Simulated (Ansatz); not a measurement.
## Geometry relaxation of B₁₆P₁₇ (charge +1) (part 1 of 3)

The run: geometry relaxation of B₁₆P₁₇ (defect cell, 33 atoms in the cell, total charge +1). Method and program: DFT PBE, scalar-relativistic, plane waves, PAW, no spin polarisation (Ansatz 0.2.0).

The structure derives from a Materials Project entry. It belongs to a series of runs on one base structure; here: P interstitial, charge +1, atoms relaxed at the host's cell. Figures and captions count atoms from 1; the log counts them from 0 in places.

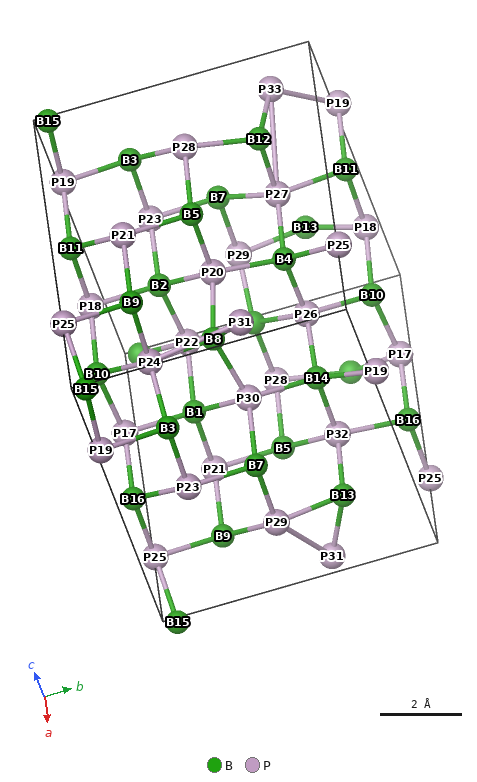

Fig. 1: The starting structure (ball-and-stick view of the cell of the calculation, seen at an oblique angle; atoms are numbered from 1 in the order of the input). An atom can appear more than once, as a periodic image.

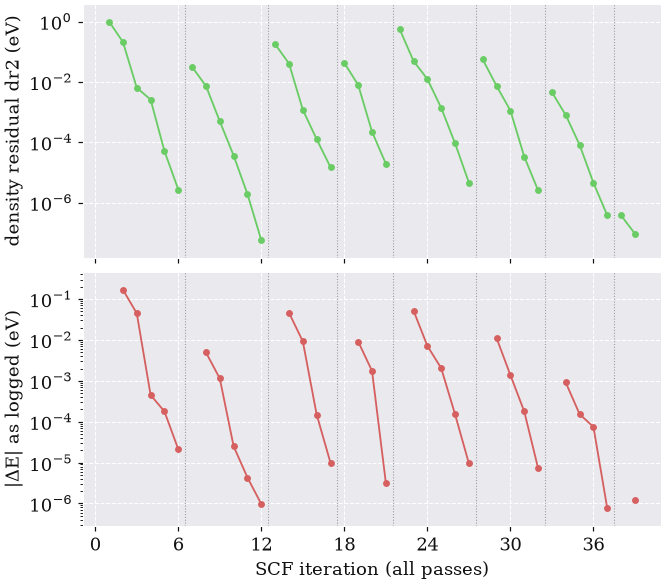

Fig. 2: Convergence of the self-consistent field: density residual dr2 and size of the energy change against the SCF iteration. The dotted lines part the SCF passes of the relaxation: geometry steps, rejected trials and re-solves on a re-selected basis. The 8 passes take 2 to 6 iterations each, 39 in all.

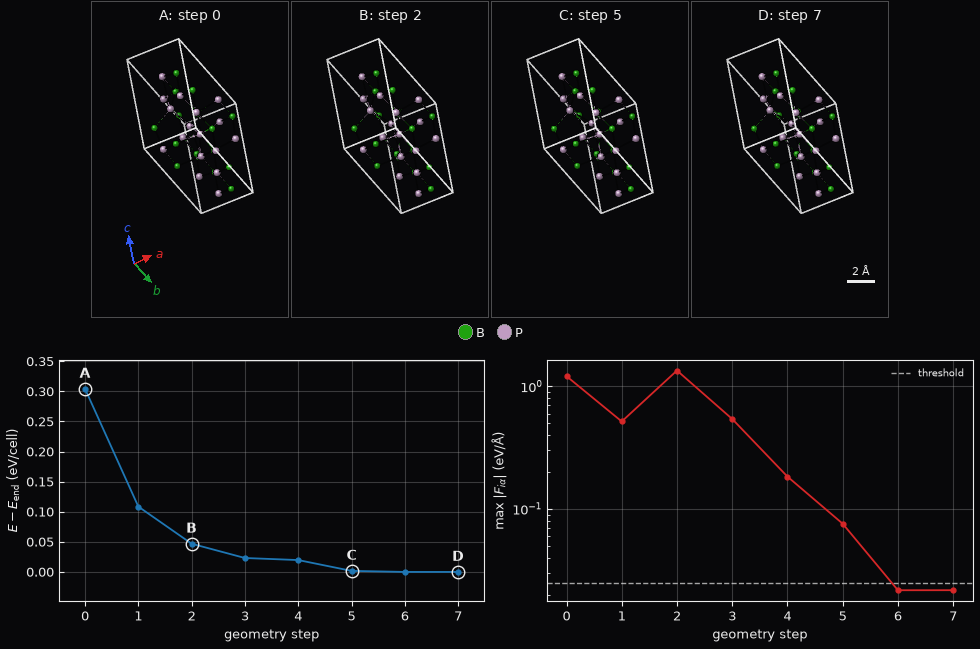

Fig. 3: Frames of the relaxation (ball-and-stick view of the cell of the calculation (origin shifted), seen at an oblique angle) above the curves, on which the letters mark them (the first geometry is step 0 here and step 1 in the log).

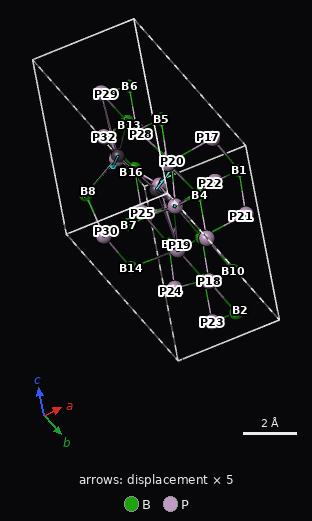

Fig. 4: Start (faint) and end (solid) with the displacements as teal arrows, magnified 5 times (ball-and-stick view of the cell of the calculation (origin shifted), seen at an oblique angle). The largest move is that of P33, 0.23 Å. Largest moves by element: P 0.23 Å, B 0.07 Å. The cell stays as it was. Among the contacts that change: P19–P33 2.475 → 2.620 Å, P29–P31 2.505 → 2.608 Å, B1–P22 2.040 → 1.979 Å, B15–P22 1.867 → 1.920 Å. Among the angles that change: P19–P33–P31 147.3° → 132.8°, P29–P31–P33 145.9° → 132.8°, B12–P33–B15 138.0° → 148.9°. Over 7 geometry steps the energy falls by 0.304 eV per cell of the calculation. The largest force component goes from 1.2 to 0.022 eV/Å. (Atoms are counted from 1 in the order of the input.)

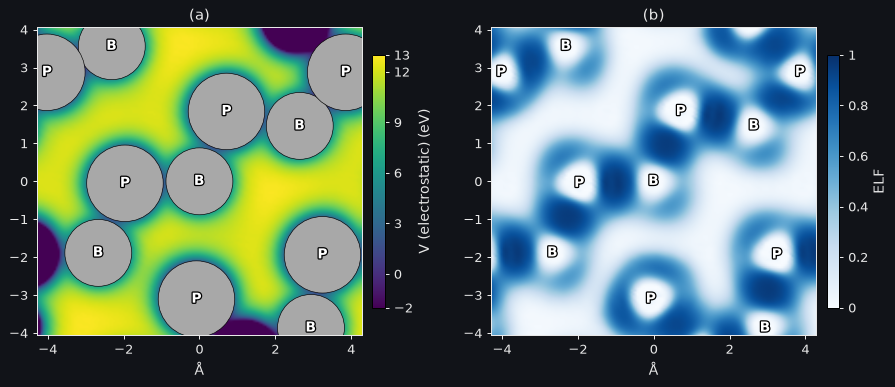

Fig. 5: (a) electrostatic potential (local pseudopotential plus Hartree) felt by an electron; (b) ELF on the (11̄0) plane of the calculation cell. Grey discs, where drawn, cover atomic cores. B–P (1.88 Å): the ELF peaks at about 0.90 between the atoms, which marks localised, shared-pair bonding. B–P (1.96 Å): the ELF peaks at about 0.95 between the atoms, which marks a shared electron pair. B–P (1.96 Å): the ELF peaks at about 0.95 between the atoms (a shared electron pair). Outside the cores the potential energy rises away from the atoms and is highest about 1.8 Å from the nearest atoms; outside the discs it spans about 14 eV, and its zero is arbitrary. In a PAW calculation such maps are meaningful between the atoms, not at the nuclei.

The input that produced these results follows, with the program's output.

## Input
```yaml
crystal:
  lattice:
    - [-4.5481928018, -4.5481928018, -4.5481928018]
    - [-4.5481928018, 4.5481928018, 4.5481928018]
    - [4.5481928018, 4.5481928018, -4.5481928018]
  atoms:
    - { symbol: B, position: [0.5161601223, 0.2651956081, 0.2542721863] }
    - { symbol: B, position: [0.2505938921, 0.2547420237, 0.4947801319] }
    - { symbol: B, position: [0.0027062168, 0.2650488614, 0.744960798] }
    - { symbol: B, position: [0.5169133483, 0.7549353317, 0.744353684] }
    - { symbol: B, position: [0.5000644076, 0.5060324885, 0.0010664475] }
    - { symbol: B, position: [0.2584656779, 0.5161839327, 0.2551637037] }
    - { symbol: B, position: [0.0117846438, 0.5072555453, 0.5118320529] }
    - { symbol: B, position: [0.7157744202, 0.4646594002, 0.7284676055] }
    - { symbol: B, position: [0.7533532995, 0.2515119252, 0.9997201173] }
    - { symbol: B, position: [0.4975801261, -0.0075638783, 0.4875102599] }
    - { symbol: B, position: [0.2611379748, 0.0147853339, 0.7464115885] }
    - { symbol: B, position: [0.296982218, 0.7792483642, -0.0011691028] }
    - { symbol: B, position: [0.9919675692, 0.7500041467, 0.2788596832] }
    - { symbol: B, position: [0.7560275283, 0.7616909505, 0.5072089106] }
    - { symbol: B, position: [0.0255955679, 0.0526363241, 0.0096072185] }
    - { symbol: B, position: [0.7639084305, 0.0091891781, 0.2536392452] }
    - { symbol: P, position: [0.521986363, 0.0127507593, 0.2553437063] }
    - { symbol: P, position: [0.2534452387, 0.004865626, 0.4936742549] }
    - { symbol: P, position: [0.0135070584, 0.0204313581, 0.7438718346] }
    - { symbol: P, position: [0.4934236544, 0.4997371447, 0.7464125686] }
    - { symbol: P, position: [0.5019751092, 0.2552464287, -0.0025963312] }
    - { symbol: P, position: [0.2621468219, 0.2759178591, 0.2579620936] }
    - { symbol: P, position: [0.0072503118, 0.2574600724, 0.499703929] }
    - { symbol: P, position: [0.7392284647, 0.2328007973, 0.735428513] }
    - { symbol: P, position: [0.7610576127, 0.0052331975, 0.0009157496] }
    - { symbol: P, position: [0.5072498716, 0.7557439266, 0.4979930443] }
    - { symbol: P, position: [0.2773226296, 0.7630710401, 0.7438326781] }
    - { symbol: P, position: [0.2511634295, 0.5148853218, 0.0006673916] }
    - { symbol: P, position: [0.005422209, 0.4998217158, 0.26244215] }
    - { symbol: P, position: [0.7633271579, 0.5145019857, 0.5132243198] }
    - { symbol: P, position: [-0.0562417967, 0.6250908665, 0.0062938311] }
    - { symbol: P, position: [0.7462042356, 0.7553851239, 0.256925323] }
    - { symbol: P, position: [0.0684806729, -0.1701892171, -0.068135926] }
  host:
    lattice:
      - [0.0, 2.2740964009, 2.2740964009]
      - [2.2740964009, 0.0, 2.2740964009]
      - [2.2740964009, 2.2740964009, 0.0]
    atoms:
      - { symbol: B, position: [0.0, 0.0, 0.0] }
      - { symbol: P, position: [0.25, 0.25, 0.25] }
total_charge: 1
basis:
  ecutwfc: 420
  xc_grid: 2
kpoints:
  mp_grid: { grid: [2, 2, 2], shift: [0.5, 0.5, 0.5] }
hamiltonian:
  xc: pbe
scf:
  occupations: { method: gaussian, width: 0.01 }
output:
  forces: true
  stress: false
  eigenvalues: true
  charged_corrections:
    defect_position: [0.25, 0.0, 0.0]
    epsilon: [[9.2563, 0.0, 0.0], [0.0, 9.2563, 0.0], [0.0, 0.0, 9.2563]]
  write_density: true
  write_potential: true
  elf: true
  volumetric_format: npy
relax:
  adjacent_minimum: "off"
  f_tol: 0.025
  max_steps: 45
```

Command:
```bash
ansatz run input.yaml --threads 4 --pin off --max-ram 10240MiB --backend cpu --events-out ev --progress --plain --runs-dir out
```

## What the program printed
```
Engine: ansatz 0.2.0, x86_64-unknown-linux-gnu
Pseudopotentials: kind: paw
Pseudopotential: B, paw, valence charge 3, recommended cutoff 420 eV (normal), B.paw.azcp
Pseudopotential: P, paw, valence charge 5, recommended cutoff 420 eV (normal), P.paw.azcp
Functional definition: PBE
  parameter kappa = 0.804
  parameter beta = 0.06672455060314922
  exchange = pbe_x(kappa = kappa, mu = beta*pi^2/3)
  correlation = pbe_c(beta = beta)
Crystal: 33 atoms, lattice volume = 376.337 Å³
Basis set: ecut = 420 eV, 7395 PW (Γ), exchange–correlation on 108×108×108 points (8 copies of the dense FFT grid, shifted against one another)
Bands: 99, of which v1, the nominal top of the filled ones, is band 66 counted from 1 (65 counted from 0)
Symmetry: 1 space group operations
Space group: P1 (ITA 1), of the structure as read, at distance tolerance 7.2e-5 Å
k-points: 4 of 8 (time reversal used)
Non-local potential: B, projectors of the file, l = 0: 2, l = 1: 2, l = 2: 1
Non-local potential: P, projectors of the file, l = 0: 2, l = 1: 2, l = 2: 2
PAW form: soft (Blöchl's): semilocal exchange-correlation on the pseudo side does not see the compensation charge
PAW one-centre angular grid: B, 110 points (default); XC on 64 Gauss nodes
PAW one-centre angular grid: P, 110 points (default); XC on 64 Gauss nodes
Initial density: superposition of atomic densities (neutral atoms scaled as one to the charged cell's electrons: chi_scale 0, normalization atom), corrected by the library's trained network
Initial wavefunctions: pseudopotential atomic-orbital guess
Functional: x = pbe(κ = 0.804, μ = 0.2195149727645171), c = pbe(β = 0.06672455060314922)
SCF iter   1: F=—  HF=-15357.420401 eV  |F-HF|=—  |Δ(HF+E_count)|=         —  Δρ=8.43e-3  dr2=1.00e0  ethr=1.77e-3  ⟨swp⟩=7.0  Hψ=2007  notcnv=0  defer=35
preconditioner: auto → Resta (q_TF=auto, 2.291 Å⁻¹)  ε∞=5.2  [insulator: Δε(μ)=0.085 eV  Ē_g=10.692 eV  σ=0.010 eV  W_gap=1.00  n_scr=78 (ndim 8)  ℏωp=22.0 eV  f_vac=0.000  D(μ)=0.00/eV (n_scr^D=0)  ε∞_Penn≈5.2]
SCF iter   2: F=—  HF=-15357.251356 eV  |F-HF|=—  |Δ(HF+E_count)|=   1.69e-1  Δρ=3.93e-3  dr2=2.11e-1  ethr=7.59e-4  ⟨swp⟩=2.0  Hψ=470  notcnv=0  defer=98
SCF iter   3: F=—  HF=-15357.206642 eV  |F-HF|=—  |Δ(HF+E_count)|=   4.47e-2  Δρ=1.01e-3  dr2=6.41e-3  ethr=1.60e-4  ⟨swp⟩=3.0  Hψ=466  notcnv=0  defer=109
SCF iter   4: F=—  HF=-15357.206192 eV  |F-HF|=—  |Δ(HF+E_count)|=   4.50e-4  Δρ=6.28e-4  dr2=2.60e-3  ethr=4.85e-6  ⟨swp⟩=2.0  Hψ=619  notcnv=0  defer=109
SCF iter   5: F=—  HF=-15357.206015 eV  |F-HF|=—  |Δ(HF+E_count)|=   1.78e-4  Δρ=1.11e-4  dr2=5.12e-5  ethr=1.97e-6  ⟨swp⟩=2.0  Hψ=294  notcnv=0  defer=109
SCF iter   6: F=-15357.206036 eV  HF=-15357.206036 eV  |F-HF|=5.27e-7  |Δ(HF+E_count)|=   2.12e-5  Δρ=2.40e-5  dr2=2.71e-6  ethr=1.18e-8  ⟨swp⟩=22.2  Hψ=4508  notcnv=0
SCF 1 converged in 6 iterations: F = -15357.206036 eV  dr2 = 2.71e-6
  greatest PAW one-centre occupation: 0.803 electrons in one spin orbital (limit 2), on the P atom at site 30 (counted from 0), in its partial waves of l = 0
relax step   1: F+E_penalty+E_count = -15357.20603640 eV  Δ(F+E_penalty+E_count) = +0.000e0 eV  max|allowed force component| = 1.212e0 eV/Å  Δτ_max = 0.0000 Å  (6 SCF iters, dr2 threshold 1.56e-5 eV, accepted)
Initial density: handed on by an earlier stage of this run
Initial wavefunctions: those handed on with the density
iter 1 solved again at ethr=2.37e-5 eV; its pass at ethr=3.10e-3 eV (dr2=3.13e-2 eV) is discarded
SCF iter   1: F=—  HF=-15357.407840 eV  |F-HF|=—  |Δ(HF+E_count)|=         —  Δρ=3.16e-3  dr2=3.12e-2  ethr=2.37e-5  ⟨swp⟩=2.8  Hψ=1289  notcnv=0  defer=108
preconditioner: auto → Resta (q_TF=auto, 2.291 Å⁻¹)  ε∞=5.2  [insulator: Δε(μ)=0.080 eV  Ē_g=10.690 eV  σ=0.010 eV  W_gap=1.00  n_scr=78 (ndim 8)  ℏωp=22.0 eV  f_vac=0.000  D(μ)=0.00/eV (n_scr^D=0)  ε∞_Penn≈5.2]
SCF iter   2: F=—  HF=-15357.402894 eV  |F-HF|=—  |Δ(HF+E_count)|=   4.95e-3  Δρ=1.66e-3  dr2=7.36e-3  ethr=2.36e-5  ⟨swp⟩=3.0  Hψ=478  notcnv=0  defer=108
SCF iter   3: F=—  HF=-15357.401751 eV  |F-HF|=—  |Δ(HF+E_count)|=   1.14e-3  Δρ=2.84e-4  dr2=4.93e-4  ethr=5.57e-6  ⟨swp⟩=3.0  Hψ=576  notcnv=0  defer=108
iter 4 did not close the SCF: its close was put off for the readings that it lacked (scf_convergence_deferred on its scf_iter line)
SCF iter   4: F=-15357.401718 eV  HF=-15357.401726 eV  |F-HF|=7.60e-6  |Δ(HF+E_count)|=   2.50e-5  Δρ=9.37e-5  dr2=3.62e-5  ethr=3.73e-7  ⟨swp⟩=2.0  Hψ=295  notcnv=0  defer=108
iter 5 did not close the SCF: its close was put off for the readings that it lacked (scf_convergence_deferred on its scf_iter line)
SCF iter   5: F=-15357.401730 eV  HF=-15357.401730 eV  |F-HF|=5.68e-7  |Δ(HF+E_count)|=   4.30e-6  Δρ=2.05e-5  dr2=1.91e-6  ethr=2.75e-8  ⟨swp⟩=3.0  Hψ=552  notcnv=0  defer=108
SCF iter   6: F=-15357.401731 eV  HF=-15357.401731 eV  |F-HF|=3.33e-8  |Δ(HF+E_count)|=   9.66e-7  Δρ=3.24e-6  dr2=5.67e-8  ethr=1.45e-9  ⟨swp⟩=17.5  Hψ=3673  notcnv=0
SCF 2 converged in 6 iterations: F = -15357.401731 eV  dr2 = 5.67e-8
  greatest PAW one-centre occupation: 0.802 electrons in one spin orbital (limit 2), on the P atom at site 30 (counted from 0), in its partial waves of l = 0
relax step   2: F+E_penalty+E_count = -15357.40173084 eV  Δ(F+E_penalty+E_count) = -1.957e-1 eV  max|allowed force component| = 5.175e-1 eV/Å  Δτ_max = 0.0600 Å  (6 SCF iters, dr2 threshold 9.19e-5 eV, accepted)
SCF iter   1: F=—  HF=-15357.519004 eV  |F-HF|=—  |Δ(HF+E_count)|=         —  Δρ=7.01e-3  dr2=1.77e-1  ethr=1.34e-3  ⟨swp⟩=5.8  Hψ=1184  notcnv=0  defer=87
preconditioner: auto → Resta (q_TF=auto, 2.291 Å⁻¹)  ε∞=5.2  [insulator: Δε(μ)=0.219 eV  Ē_g=10.694 eV  σ=0.010 eV  W_gap=1.00  n_scr=78 (ndim 8)  ℏωp=22.0 eV  f_vac=0.000  D(μ)=0.00/eV (n_scr^D=0)  ε∞_Penn≈5.2]
SCF iter   2: F=—  HF=-15357.472777 eV  |F-HF|=—  |Δ(HF+E_count)|=   4.62e-2  Δρ=3.67e-3  dr2=4.07e-2  ethr=1.34e-4  ⟨swp⟩=2.5  Hψ=642  notcnv=0  defer=110
SCF iter   3: F=—  HF=-15357.463572 eV  |F-HF|=—  |Δ(HF+E_count)|=   9.20e-3  Δρ=4.81e-4  dr2=1.19e-3  ethr=3.08e-5  ⟨swp⟩=3.0  Hψ=575  notcnv=0  defer=110
SCF iter   4: F=—  HF=-15357.463423 eV  |F-HF|=—  |Δ(HF+E_count)|=   1.49e-4  Δρ=1.71e-4  dr2=1.26e-4  ethr=9.00e-7  ⟨swp⟩=2.8  Hψ=524  notcnv=0  defer=110
SCF iter   5: F=-15357.463429 eV  HF=-15357.463433 eV  |F-HF|=4.03e-6  |Δ(HF+E_count)|=   9.86e-6  Δρ=5.18e-5  dr2=1.49e-5  ethr=1.27e-8  ⟨swp⟩=20.0  Hψ=4131  notcnv=0
SCF 3 converged in 5 iterations: F = -15357.463429 eV  dr2 = 1.49e-5
  greatest PAW one-centre occupation: 0.800 electrons in one spin orbital (limit 2), on the P atom at site 30 (counted from 0), in its partial waves of l = 0
relax step   3: F+E_penalty+E_count = -15357.46342901 eV  Δ(F+E_penalty+E_count) = -6.170e-2 eV  max|allowed force component| = 1.348e0 eV/Å  Δτ_max = 0.2000 Å  (5 SCF iters, dr2 threshold 1.67e-5 eV, accepted)
SCF iter   1: F=—  HF=-15357.498004 eV  |F-HF|=—  |Δ(HF+E_count)|=         —  Δρ=3.25e-3  dr2=4.24e-2  ethr=2.40e-4  ⟨swp⟩=4.8  Hψ=839  notcnv=0  defer=108
preconditioner: auto → Resta (q_TF=auto, 2.291 Å⁻¹)  ε∞=5.2  [insulator: Δε(μ)=0.273 eV  Ē_g=10.684 eV  σ=0.010 eV  W_gap=1.00  n_scr=78 (ndim 8)  ℏωp=22.0 eV  f_vac=0.000  D(μ)=0.00/eV (n_scr^D=0)  ε∞_Penn≈5.2]
SCF iter   2: F=—  HF=-15357.488904 eV  |F-HF|=—  |Δ(HF+E_count)|=   9.10e-3  Δρ=1.68e-3  dr2=7.94e-3  ethr=3.22e-5  ⟨swp⟩=2.0  Hψ=547  notcnv=0  defer=108
SCF iter   3: F=—  HF=-15357.487157 eV  |F-HF|=—  |Δ(HF+E_count)|=   1.75e-3  Δρ=2.87e-4  dr2=2.23e-4  ethr=6.01e-6  ⟨swp⟩=2.2  Hψ=524  notcnv=0  defer=108
SCF iter   4: F=-15357.487157 eV  HF=-15357.487160 eV  |F-HF|=3.09e-6  |Δ(HF+E_count)|=   3.18e-6  Δρ=6.41e-5  dr2=1.94e-5  ethr=7.58e-8  ⟨swp⟩=19.5  Hψ=4116  notcnv=0
SCF 4 converged in 4 iterations: F = -15357.487157 eV  dr2 = 1.94e-5
  greatest PAW one-centre occupation: 0.799 electrons in one spin orbital (limit 2), on the P atom at site 30 (counted from 0), in its partial waves of l = 0
relax step   4: F+E_penalty+E_count = -15357.48715717 eV  Δ(F+E_penalty+E_count) = -2.373e-2 eV  max|allowed force component| = 5.422e-1 eV/Å  Δτ_max = 0.0640 Å  (4 SCF iters, dr2 threshold 1.00e-4 eV, accepted)
SCF iter   1: F=—  HF=-15357.551769 eV  |F-HF|=—  |Δ(HF+E_count)|=         —  Δρ=9.15e-3  dr2=5.57e-1  ethr=1.19e-3  ⟨swp⟩=6.0  Hψ=1058  notcnv=0  defer=96
preconditioner: auto → Resta (q_TF=auto, 2.291 Å⁻¹)  ε∞=5.2  [insulator: Δε(μ)=0.054 eV  Ē_g=10.685 eV  σ=0.010 eV  W_gap=1.00  n_scr=78 (ndim 8)  ℏωp=22.0 eV  f_vac=0.000  D(μ)=0.04/eV (n_scr^D=0)  ε∞_Penn≈5.2]
SCF iter   2: F=—  HF=-15357.499904 eV  |F-HF|=—  |Δ(HF+E_count)|=   5.19e-2  Δρ=3.25e-3  dr2=4.92e-2  ethr=4.22e-4  ⟨swp⟩=2.0  Hψ=476  notcnv=0  defer=102
SCF iter   3: F=—  HF=-15357.492760 eV  |F-HF|=—  |Δ(HF+E_count)|=   7.14e-3  Δρ=1.83e-3  dr2=1.24e-2  ethr=3.72e-5  ⟨swp⟩=2.2  Hψ=410  notcnv=0  defer=107
SCF iter   4: F=—  HF=-15357.490735 eV  |F-HF|=—  |Δ(HF+E_count)|=   2.03e-3  Δρ=4.51e-4  dr2=1.38e-3  ethr=9.40e-6  ⟨swp⟩=3.0  Hψ=535  notcnv=0  defer=107
SCF iter   5: F=—  HF=-15357.490584 eV  |F-HF|=—  |Δ(HF+E_count)|=   1.52e-4  Δρ=1.22e-4  dr2=9.23e-5  ethr=1.05e-6  ⟨swp⟩=2.0  Hψ=294  notcnv=0  defer=107
SCF iter   6: F=-15357.490571 eV  HF=-15357.490574 eV  |F-HF|=3.14e-6  |Δ(HF+E_count)|=   9.54e-6  Δρ=2.40e-5  dr2=4.60e-6  ethr=3.60e-8  ⟨swp⟩=21.5  Hψ=4269  notcnv=0
SCF 5 converged in 6 iterations: F = -15357.490571 eV  dr2 = 4.60e-6
```
